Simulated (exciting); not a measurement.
Two BSE runs for the F K edge of NaF (Villiaumite), space group Fm-3m. Run A: exciting, all-electron LAPW+lo, PBEsol, exchange and screened direct term (singlet BSE), 6×6×6 shifted k points, 12 conduction bands, |G+q| up to 3 bohr⁻¹, full RPA screening with nempty = 31, Lorentzian half width 0.45 eV. Run B differs in one setting: k mesh, kernel cutoff, basis, band set, screening or width.

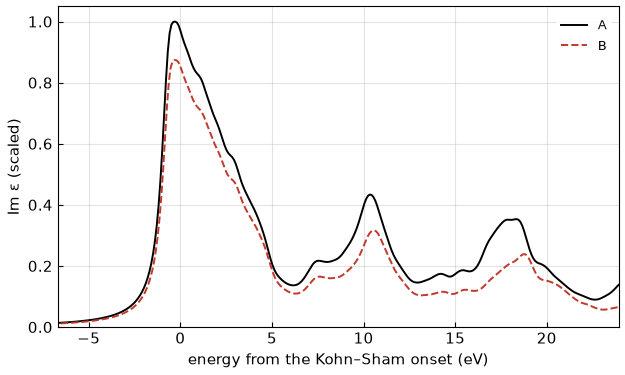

Energy from the Kohn–Sham onset, core level to the lowest empty state found on the meshes used; one zero for both, scaled to A's maximum.

**Question.** Which is the likeliest?

The added local orbitals (Ha) from 0.9 to none. The spectrum differs from run A by 19 % r.m.s. The highest maximum lies at -0.3 eV (0.87), against -0.3 eV (1.00). The first bright state moves from -0.80 to -0.76 eV. The lowest bare transition of this run lies at 0.25 eV, against 0.19. The linearised basis grows poor far above its energy parameter. Other settings could leave a like mark; this is the change that was made.

[Hosts, paths, dates, database ids (printed as entryN), source tags and the programs' standing remarks are cut or masked in the printed files.]
